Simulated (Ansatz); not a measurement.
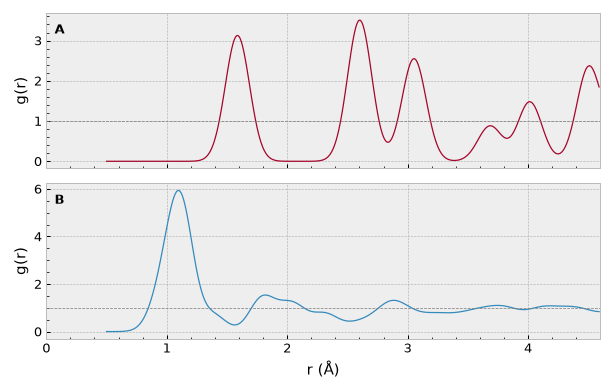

Total pair correlation functions g(r), all atoms weighted alike, computed from two static structure models with Gaussian broadening σ = 0.10 Å: an amorphous cell of H16C9O14 and a crystal of C.

### Which curve is the amorphous model, and how can one tell?

Curve B. Its distances spread into broad bands, while the crystal (A, Fd-3m) keeps separate shells. Shortest distances: 0.97 Å in the amorphous cell, 1.60 Å in the crystal.
